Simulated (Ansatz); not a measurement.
System: HfO$_{2}$.

Input file:

```
crystal:
  lattice:
    - [5.0803194, 0.0, 0.0]
    - [0.0, 5.16486745, 0.0]
    - [0.0, 0.0, 4.89088365]
  atoms:
    - { symbol: Hf, position: [0.22259082, 0.78179958, 0.27206794] }
    - { symbol: Hf, position: [0.72259082, 0.71820042, 0.72793206] }
    - { symbol: Hf, position: [0.77740918, 0.21820042, 0.27206794] }
    - { symbol: Hf, position: [0.27740918, 0.28179958, 0.72793206] }
    - { symbol: O, position: [0.18681532, 0.16364878, 0.10453462] }
    - { symbol: O, position: [0.68681532, 0.33635122, 0.89546538] }
    - { symbol: O, position: [0.81318468, 0.83635122, 0.10453462] }
    - { symbol: O, position: [0.31318468, 0.66364878, 0.89546538] }
    - { symbol: O, position: [0.0, 0.5, 0.48905445] }
    - { symbol: O, position: [0.5, 0.0, 0.51094555] }
    - { symbol: O, position: [0.0, 0.0, 0.57562499] }
    - { symbol: O, position: [0.5, 0.5, 0.42437501] }
hamiltonian:
  xc: pbe
  pseudopotentials: { kind: paw }
kpoints:
  mp_grid: { grid: [4, 4, 5] }
scf:
  occupations: { method: fermi_dirac, width: 0.05 }
output:
  forces: true
  stress: true
  eigenvalues: true
  write_density: true
  write_potential: true
  elf: true
  volumetric_format: npy
```

Launched as:

```sh
ansatz run input.yaml --threads 4 --pin off --max-ram 11264MiB --backend cpu --events-out ev --progress --plain --runs-dir out
```

Below, planes, directions and counts refer to the conventional cell (a = 5.08 Å, b = 5.16 Å, c = 4.89 Å, α = 90.00°, β = 90.00°, γ = 90.00°).

Space group P2₁2₁2; a structure from a database of computed crystals, not necessarily the ambient phase; computed pressure about 10 GPa in this cell.

All numbers below come from Ansatz 0.2.0, Kohn-Sham DFT of a periodic cell, PBE, Ansatz PAW.

> Predict the valence pseudo-density and electron localisation function between the atoms.

Hf–O (1.99 Å): ρ is about 0.99 e/Å³ halfway; the ELF peaks at about 0.80 in the valence shell of O, 0.6 Å from its nucleus, and drops to about 0.20 between the two atoms: no localised pair shows between them.
Hf–Hf (3.19 Å): ρ is about 0.17 e/Å³ halfway; the ELF is about 0.10 at the midpoint; no localised pair shows between them.
Hf–O (2.18 Å): ρ at the midpoint is about 0.61 e/Å³; the ELF peaks at about 0.85 in the valence shell of O, 0.6 Å from its nucleus, and drops to about 0.15 between the two atoms; no localised pair shows between them.

> Does the calculation make it a metal, or give it a gap?

It is gapped, with a Kohn–Sham gap of 3.9 eV on the k-point mesh (the band edges may lie off the mesh, which would make the gap smaller).

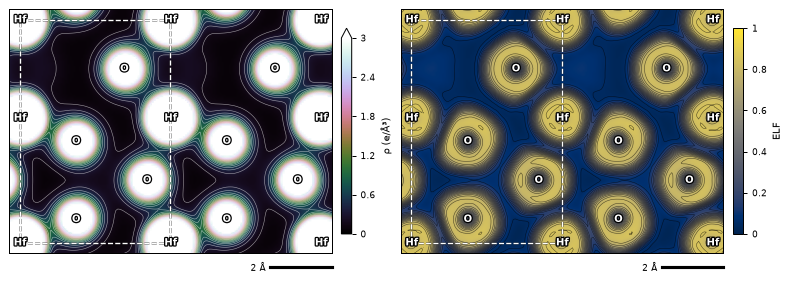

Computed valence pseudo-density and electron localisation function on the (11̄0) plane of the conventional cell, in this order. 
